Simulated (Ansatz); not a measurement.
## GaN (honeycomb bilayer): converging the G0W0 gap

Aim: see how the G0W0 gap of GaN (honeycomb bilayer) on PBE moves with empty bands and screening cutoff, and what each rung costs.

Main program and level: Ansatz 0.2.0; G0W0 on PBE, plane waves, PAW; PAW set soft_1.

## (1) Starting point

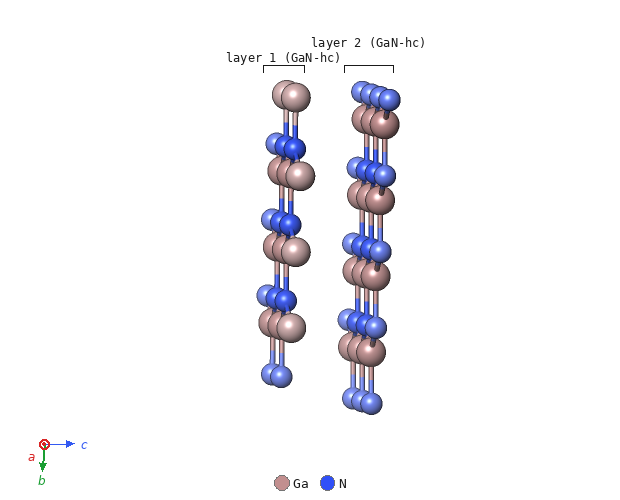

Start, viewed from the side, with the c axis across the page; gallium pink, nitrogen blue. 2×3×1 cells are drawn. Some periodic images of atoms are drawn too.

The cell holds 4 atoms: 2 Ga and 2 N. Its edges and angles: a = 3.211 Å, b = 3.211 Å, c = 29.400 Å, α = 90.0°, β = 90.0°, γ = 120.0°. Regions: layer 1 (GaN-hc), 2 atoms (1 Ga and 1 N); layer 2 (GaN-hc), 2 atoms (1 Ga and 1 N). Vacuum lies along c.

The structure was relaxed with PBE-D3(BJ). The runs that relaxed it are not among those shown. The Coulomb interaction is cut off across the vacuum.

## (2) 156 empty bands, screening to 41 eV

G0W0 replaces the xc potential by the self-energy, built once from these orbitals. Only a window of levels is corrected, while the sums run over the empty bands that the input names. This step takes PAW set soft_1 files.

Contents of input.yaml:

```yaml
crystal:
  lattice:
    - [3.2113904918, 0.0, 0.0]
    - [-1.6056952459, 2.7811457474, 0.0]
    - [0.0, 0.0, 29.4]
  atoms:
    - { symbol: Ga, position: [0.3333333333, 0.6666666667, 0.4485857969] }
    - { symbol: "N", position: [0.6666666667, 0.3333333333, 0.4473506236] }
    - { symbol: Ga, position: [0.0, 0.0, 0.5521986251] }
    - { symbol: "N", position: [0.3333333333, 0.6666666667, 0.5526493764] }
  periodic: [true, true, false]
kpoints:
  mp_grid: { grid: [6, 6, 1] }
hamiltonian:
  xc: pbe
  pseudopotentials: { kind: paw, azcp: { folder: soft_1 } }
scf:
  occupations: { method: fixed }
gw:
  n_empty_bands: 156
  ecut_chi: 41
  qp_bands: [v2, c2]
  qp_kpoints: band_edges
  screening: { model: contour_deformation }
```

The run is started by

```console
> ansatz run input.yaml --threads 4 --pin off --max-ram 17510MiB --backend cpu --events-out ev --progress --plain --runs-dir out
```

Numbers of over 12 decimals in the logs are rounded to 6 here.

The program printed:

```text
Engine: ansatz 0.2.0, aarch64-unknown-linux-gnu
Pseudopotentials: kind: paw
Pseudopotential: Ga, paw, valence charge 13, recommended cutoff 420 eV (normal), soft_1/Ga.paw.azcp
Pseudopotential: N, paw, valence charge 5, recommended cutoff 420 eV (normal), soft_1/N.paw.azcp
Functional definition: PBE
  parameter kappa = 0.804
  parameter beta = 0.066725
  exchange = pbe_x(kappa = kappa, mu = beta*pi^2/3)
  correlation = pbe_c(beta = beta)
Crystal: 4 atoms, lattice volume = 262.582 Å³
Basis set: ecut = 420 eV, 5223 PW (Γ)
Bands: 22, of which v1, the nominal top of the filled ones, is band 18 counted from 1 (17 counted from 0)
Symmetry: 6 space group operations
Space group: P3m1 (ITA 156), of the structure as read, at distance tolerance 6.4e-5 Å
k-points: 7 of 36 (time reversal used)
Non-local potential: Ga, projectors of the file, l = 0: 2, l = 1: 2, l = 2: 3, l = 3: 1
Non-local potential: N, projectors of the file, l = 0: 2, l = 1: 2, l = 2: 1
PAW form: soft (Blöchl's): semilocal exchange-correlation on the pseudo side does not see the compensation charge
PAW one-centre angular grid: Ga, 590 points (default); XC on 64 Gauss nodes
PAW one-centre angular grid: N, 110 points (default); XC on 64 Gauss nodes
Initial density: superposition of atomic densities (neutral atoms: chi_scale 0, normalization atom)
Initial wavefunctions: pseudopotential atomic-orbital guess
Functional: x = pbe(κ = 0.804, μ = 0.219515), c = pbe(β = 0.066725)
SCF iter   1: F=—  HF=-8339.604634 eV  |F-HF|=—  |Δ(HF+E_count)|=         —  Δρ=7.52e-2  dr2=1.87e1  ethr=3.10e-3  ⟨swp⟩=6.3  Hψ=762  notcnv=0  defer=14
preconditioner: auto → Resta (q_TF=auto, 1.959 Å⁻¹)  ε∞=1.8  [insulator: Δε(μ)=3.796 eV  Ē_g=15.161 eV  n_scr=18 (ndim 8)  ℏωp=13.7 eV  f_vac=0.742  ε∞_Penn≈1.8  vacuum switching on, ρ_ref=1.7e-2 e/Å³]
SCF iter   2: F=—  HF=-8335.028489 eV  |F-HF|=—  |Δ(HF+E_count)|=    4.58e0  Δρ=3.78e-2  dr2=2.32e0  ethr=3.10e-3  ⟨swp⟩=4.1  Hψ=448  notcnv=0  defer=14
SCF iter   3: F=—  HF=-8334.464909 eV  |F-HF|=—  |Δ(HF+E_count)|=   5.64e-1  Δρ=1.19e-2  dr2=2.19e-1  ethr=3.10e-3  ⟨swp⟩=4.0  Hψ=411  notcnv=0  defer=14
SCF iter   4: F=—  HF=-8334.465105 eV  |F-HF|=—  |Δ(HF+E_count)|=   1.96e-4  Δρ=3.97e-3  dr2=2.21e-2  ethr=6.09e-4  ⟨swp⟩=3.3  Hψ=337  notcnv=0  defer=14
SCF iter   5: F=—  HF=-8334.444476 eV  |F-HF|=—  |Δ(HF+E_count)|=   2.06e-2  Δρ=8.67e-4  dr2=1.38e-3  ethr=6.14e-5  ⟨swp⟩=2.9  Hψ=390  notcnv=0  defer=14
SCF iter   6: F=—  HF=-8334.444353 eV  |F-HF|=—  |Δ(HF+E_count)|=   1.23e-4  Δρ=3.04e-4  dr2=4.65e-4  ethr=3.83e-6  ⟨swp⟩=3.0  Hψ=327  notcnv=0  defer=14
SCF iter   7: F=—  HF=-8334.444305 eV  |F-HF|=—  |Δ(HF+E_count)|=   4.86e-5  Δρ=1.39e-4  dr2=7.23e-5  ethr=1.29e-6  ⟨swp⟩=3.3  Hψ=297  notcnv=0  defer=14
SCF iter   8: F=—  HF=-8334.444302 eV  |F-HF|=—  |Δ(HF+E_count)|=   2.91e-6  Δρ=4.30e-5  dr2=5.83e-6  ethr=2.01e-7  ⟨swp⟩=2.7  Hψ=240  notcnv=0  defer=14
SCF iter   9: F=—  HF=-8334.444305 eV  |F-HF|=—  |Δ(HF+E_count)|=   3.09e-6  Δρ=2.49e-5  dr2=2.39e-6  ethr=1.62e-8  ⟨swp⟩=2.9  Hψ=284  notcnv=0  defer=14
SCF iter  10: F=-8334.444305 eV  HF=-8334.444305 eV  |F-HF|=7.04e-8  |Δ(HF+E_count)|=   4.44e-8  Δρ=4.26e-6  dr2=8.93e-8  ethr=2.78e-10  ⟨swp⟩=9.6  Hψ=930  notcnv=0
SCF 1 converged in 10 iterations: F = -8334.444305 eV  dr2 = 8.93e-8
  greatest PAW one-centre occupation: 0.996 electrons in one spin orbital (limit 2), on the Ga atom at site 2 (counted from 0), in its partial waves of l = 2
NSCF: frozen V_eff on 7 k-points
G₀W₀ screening: q 1/7
[... further progress lines ...]
SCF converged after 10 iterations
Free energy (F): -8334.444305 eV
Harris-Foulkes:  -8334.444305 eV  (|F-HF|=7.04e-8)
Internal energy: -8334.444305 eV  (E = F + TS)
E sigma→0 (E₀):  -8334.444305 eV
Fermi energy:    -5.179288 eV
--- Per-component energies (eV) ---
  E_band       = -542.440953
  E_kinetic    = 477.437329
  E_local      = -75916.529744  (includes V_loc(G=0)·N_el)
  E_nonlocal   = -111.655233
  E_hartree    = 38066.191733
  E_xc         = -242.856245
  E_vxc        = -259.131669  (∫ρ·V_xc dr)
  E_paw        = -4245.087474  (= ΣΔE_a)
  E_vpaw       = -864.930210  (= ΣTr[D̂ρ^β])
  E_aug_tail   = 0.001306  (compensation charges beyond the density's cutoff)
  E_ewald      = 33638.054023
  E_smearing   = -0.000000  (= −TS)
  E_closure    = -0.000000  (closes the sum)
  Σ components = -8334.444305   (vs F -8334.444305, Δ=0.00e0)
--- Band table (eV; the first three rows and the last of 7) ---
  k-point 0: bands = [... 14 lower, -5.9572, -5.9572, -5.4243, -5.4243, -3.4939, -2.1126 (-2.1126°), -0.6210, -0.0163]
  k-point 1: bands = [... 14 lower, -7.2608, -6.5084, -6.4702, -5.9286, -2.1589, -1.0728 (-1.0728°), -0.0554, 0.5125]
  k-point 2: bands = [... 14 lower, -7.3577, -7.2145, -6.8045, -5.7679, -0.9001, -0.6288, 0.2546, 1.0386]
  k-point 6: bands = [... 14 lower, -9.9052, -9.3963, -5.8066, -5.1793, -0.8368, 0.1584, 1.5867, 2.3925]
  ° read free of the cell's end (the report's vacuum.weakly_bound_levels)
--- G₀W₀: contour deformation, 6 samples at zero and on the imaginary axis and 2 off it, 36 q-points, 156 empty bands' worth ---
  eigenvalues of the whole cell's RPA ε∞ on this k-mesh (on a slab, of 1 + 4πα/V) = 1.1630, 2.2957, 2.2957; static W/v taken at q = 0 is 0.604270
  gw.qp_kpoints: band_edges: 6 of 7 stored k-points solved, in 1 pass; an edge of the gap read off the rows below is read off those points alone
    valence top: of the k-points left out ik 4 came nearest to being solved in a further pass, in band 18 (counted from 1, as in the quasiparticle table): it holds the edge there only if its correction is more favourable than any solved in that band by at least 0.742 eV; those differ by 0.072 eV
    conduction bottom: of the k-points left out ik 4 came nearest to being solved in a further pass, in band 19 (counted from 1, as in the quasiparticle table): it holds the edge there only if its correction is more favourable than any solved in that band by at least 2.603 eV; those differ by 0.264 eV
    ik  band        ε_KS         Σx   Σc(E_QP)       V_xc       Z   E_QP_lin       E_QP  E_QP is
     0    17     -5.4243   -24.4336     3.3361   -20.6219  0.7526    -5.9060    -5.8999  root
     0    18     -5.4243   -24.4336     3.3361   -20.6219  0.7526    -5.9060    -5.8999  root
     0    19     -3.4939    -9.9657    -2.9262   -13.8031  0.7958    -2.5590    -2.5825  root
     0    20     -2.1126    -9.9328    -3.1753   -14.3133  0.7862    -0.8570    -0.9074  root
     1    17     -6.4702   -23.7448     3.4553   -19.7785  0.7484    -6.9887    -6.9813  root
     1    18     -5.9286   -23.7424     3.4315   -19.8169  0.7483    -6.4294    -6.4225  root
     1    19     -2.1589    -9.7858    -2.8548   -13.6411  0.7884    -1.1271    -1.1583  root
     1    20     -1.0728    -8.2531    -2.8812   -12.2311  0.7892     0.0632     0.0240  root
     2    17     -6.8045   -22.6035     3.6284   -18.4752  0.7390    -7.3121    -7.3043  root
     2    18     -5.7679   -20.1358     3.4504   -16.1380  0.7322    -6.3248    -6.3152  root
     2    19     -0.9001    -9.1696    -3.4259   -13.7161  0.7798     0.2658     0.2205  root
     2    20     -0.6288    -7.1440    -3.3038   -11.4388  0.7857     0.3954     0.3622  root
     3    17     -6.2372   -20.2376     3.4412   -16.1912  0.7310    -6.8545    -6.8424  root
     3    18     -5.4413   -20.5680     3.4434   -16.5838  0.7332    -5.9911    -5.9819  root
     3    19     -1.3854    -6.9721    -3.3598   -11.1887  0.7909    -0.5067    -0.5286  root
     3    20     -0.5536    -8.4451    -3.5491   -13.0805  0.7840     0.5743     0.5327  root
     5    17     -6.3483   -19.9054     3.4175   -15.8499  0.7299    -7.0020    -6.9864  root
     5    18     -5.3653   -20.8235     3.4582   -16.8586  0.7336    -5.8798    -5.8720  root
     5    19     -0.8332    -6.8253    -3.4179   -11.1769  0.7827     0.1287     0.1004  root
     5    20      0.0194    -7.2521    -3.5035   -11.8026  0.7782     1.1043     1.0664  root
     6    17     -5.8066   -20.9009     3.3899   -17.0007  0.7349    -6.3246    -6.3168  root
     6    18     -5.1793   -21.1118     3.4912   -17.1046  0.7333    -5.7034    -5.6952  root
     6    19     -0.8368    -5.9182    -3.6123   -10.4070  0.7846     0.0644     0.0396  root
     6    20      0.1584    -6.2166    -3.6319   -10.8406  0.7822     1.1848     1.1505  root
```

It took 51 s on 4 threads of Arm Neoverse N1, shared host; peak memory 1.3 GiB.

This step gave:

```
bands summed                                 : 174
plane waves in the screening matrix          : 169
q-points in the mesh                         : 36
G0W0 gap on the mesh                         : 3.113 eV
k of the valence top                         : 0.3333, 0.3333, 0
k of the conduction bottom                   : 0, 0, 0
starting gap on the mesh                     : 1.685 eV
Z at the valence top                         : 0.7333
Z at the conduction bottom                   : 0.7958
least direct G0W0 gap on the computed points : 3.317 eV
```

The gap on the mesh goes from 1.69 eV to 3.11 eV, a correction of +1.43 eV. Between the two edge states, bare exchange in place of the xc potential would open the gap by 7.84 eV, and correlation takes back 6.42 eV.

## (3) 387 empty bands, screening to 75 eV

Another rung: the empty bands reach about as high as the screening cutoff, so the two stay in balance.

Edit input.yaml of step 2 so:

```diff
@@ -18,5 +18,6 @@
   occupations: { method: fixed }
+  convergence: { dr2_threshold: 1.0e-10 }
 gw:
-  n_empty_bands: 156
-  ecut_chi: 41
+  n_empty_bands: 387
+  ecut_chi: 75.0
   qp_bands: [v2, c2]
```

The program printed:

```text
[...]
Crystal: 4 atoms, lattice volume = 262.582 Å³
Basis set: ecut = 420 eV, 5223 PW (Γ)
Bands: 22, of which v1, the nominal top of the filled ones, is band 18 counted from 1 (17 counted from 0)
Symmetry: 6 space group operations
[...]
k-points: 7 of 36 (time reversal used)
[...]
SCF iter   1: F=—  HF=-8339.604634 eV  |F-HF|=—  |Δ(HF+E_count)|=         —  Δρ=7.52e-2  dr2=1.87e1  ethr=3.10e-3  ⟨swp⟩=6.3  Hψ=762  notcnv=0  defer=14
[...]
SCF iter  13: F=-8334.444305 eV  HF=-8334.444305 eV  |F-HF|=9.09e-12  |Δ(HF+E_count)|=  4.55e-11  Δρ=1.95e-7  dr2=4.04e-11  ethr=1.00e-12  ⟨swp⟩=10.1  Hψ=805  notcnv=0
SCF 1 converged in 13 iterations: F = -8334.444305 eV  dr2 = 4.04e-11
[...]
NSCF: frozen V_eff on 7 k-points
G₀W₀ screening: q 1/7
[... further progress lines ...]
SCF converged after 13 iterations
Free energy (F): -8334.444305 eV
[...]
Internal energy: -8334.444305 eV  (E = F + TS)
E sigma→0 (E₀):  -8334.444305 eV
Fermi energy:    -5.179098 eV
[...]
--- Band table (eV; the first three rows and the last of 7) ---
  k-point 0: bands = [... 14 lower, -5.9569, -5.9569, -5.4241, -5.4241, -3.4935, -2.1124 (-2.1124°), -0.6206, -0.0165]
  k-point 1: bands = [... 14 lower, -7.2606, -6.5082, -6.4699, -5.9284, -2.1585, -1.0726 (-1.0727°), -0.0551, 0.5125]
  k-point 2: bands = [... 14 lower, -7.3573, -7.2142, -6.8043, -5.7677, -0.8997, -0.6285, 0.2547, 1.0388]
  k-point 6: bands = [... 14 lower, -9.9048, -9.3961, -5.8062, -5.1791, -0.8364, 0.1584, 1.5870, 2.3926]
  ° read free of the cell's end (the report's vacuum.weakly_bound_levels)
[...]
bands read: the sum over 405 bands ends inside a degenerate multiplet in 1 slot, whose members it reads at an even weight; the widest, k=0: bands 405 to 406 (counted from 1) at 1/2 each
[...]
0    17     -5.4241   -24.4335     3.0969   -20.6219  0.7478    -6.1534    -6.1388  root
     0    18     -5.4241   -24.4335     3.0969   -20.6219  0.7478    -6.1534    -6.1388  root
     0    19     -3.4935    -9.9656    -2.9830   -13.8030  0.7911    -2.6199    -2.6391  root
     0    20     -2.1124    -9.9326    -3.3058   -14.3131  0.7821    -1.0037    -1.0377  root
     1    17     -6.4699   -23.7449     3.2108   -19.7785  0.7445    -7.2424    -7.2255  root
     1    18     -5.9284   -23.7423     3.1839   -19.8169  0.7443    -6.6861    -6.6698  root
     1    19     -2.1585    -9.7858    -2.9672   -13.6411  0.7848    -1.2481    -1.2704  root
     1    20     -1.0726    -8.2528    -3.0162   -12.2306  0.7865    -0.0860    -0.1110  root
[...]
6    17     -5.8062   -20.9010     3.2017   -17.0007  0.7288    -6.5198    -6.5047  root
     6    18     -5.1791   -21.1117     3.3056   -17.1046  0.7269    -5.8964    -5.8806  root
     6    19     -0.8364    -5.9182    -3.8126   -10.4070  0.7844    -0.1470    -0.1603  root
     6    20      0.1584    -6.2166    -3.8579   -10.8404  0.7809     0.9424     0.9244  root
```

Wall time 4.4 min (4 threads); peak memory 3.2 GiB.

This step gave:

```yaml
bands_summed: 405
plane_waves_in_the_screening_matrix: 365
q_points_in_the_mesh: 36
g0w0_gap_on_the_mesh: 3.242 eV
k_of_the_valence_top: 0.3333, 0.3333, 0
k_of_the_conduction_bottom: 0, 0, 0
starting_gap_on_the_mesh: 1.686 eV
z_at_the_valence_top: 0.7269
z_at_the_conduction_bottom: 0.7911
least_direct_g0w0_gap_on_the_computed_points: 3.500 eV
```

Against the run with 6×6×1 mesh, 156 empty bands, screening to 41 eV, PAW set soft_1 files, the gap moves by +0.13 eV.

## (4) The runs together

Times are wall times on 4 threads of Arm Neoverse N1, shared host, good to a factor of about two.

```tsv
mesh	files	frequency	bands summed	cutoff (eV)	start (eV)	G0W0 (eV)	time	host memory (GiB)
6×6×1	PAW set soft_1	contour deformation	174	41	1.685	3.113	51 s	1.3
6×6×1	PAW set soft_1	contour deformation	405	75	1.686	3.242	4.4 min	3.2
```

The parts of the quasiparticle energy at the two band edges (eV; QP = start + Σx + Σc − Vxc):

```tsv
run	edge	start	Σx	Σc	Vxc	Z	QP
174 bands	valence top	-5.18	-21.11	3.49	-17.10	0.73	-5.70
174 bands	conduction bottom	-3.49	-9.97	-2.93	-13.80	0.80	-2.58
405 bands	valence top	-5.18	-21.11	3.31	-17.10	0.73	-5.88
405 bands	conduction bottom	-3.49	-9.97	-2.98	-13.80	0.79	-2.64
```

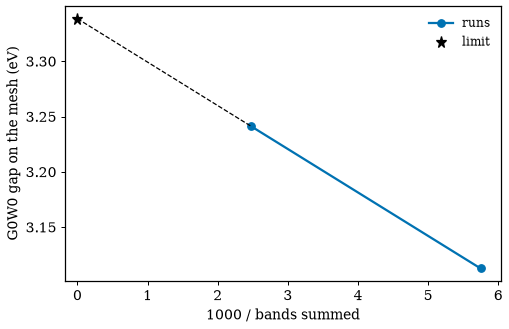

The gap against one over the number of bands; the dashed line carries the two highest rungs to the limit.

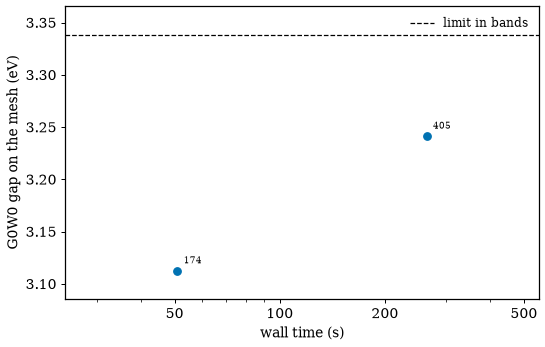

Result against wall time.

## (5) What came out

```json
{
  "174 bands, 41 eV": "3.113 eV",
  "405 bands, 75 eV": "3.242 eV",
  "estimated limit in bands and cutoff": "3.34 eV",
  "mesh and start": "6×6×1, PBE"
}
```

**Reading.** A line in one over the bands through the two rungs gives 3.34 eV, +0.10 eV from the top rung; with two points alone it is an unchecked estimate. The rungs stand 0.23 eV (174 bands) and 0.10 eV (405 bands) from it. From 174 to 405 bands the gap moves by +0.13 eV while the time grows 5.2-fold. Σc changes by −0.19 eV at the valence top and −0.06 eV at the conduction bottom, so the valence edge carries most of the change. The mesh in the plane is coarse for a sheet; gap and any exciton binding can still move on denser ones. The many-body steps are scalar-relativistic: spin-orbit coupling is not in them.

[Paths, hosts, dates, memory and timing lines, banners, echoed tables and standing remarks are left out of the program output.]

[Logs are printed without paths, hosts, clocks, repeated set-up lines and the standing remarks that a program may print on its own settings, such as how far it seeks lower states.]

[Runs of the session that timed out or met a known fault of the program may be left out.]

[Cells called generated may have been cut or substituted from an entry of the Crystallography Open Database or the Materials Project.]

[Hosts, paths, dates, database ids (printed as entryN), source tags and the programs' standing remarks are cut or masked in the printed files.]
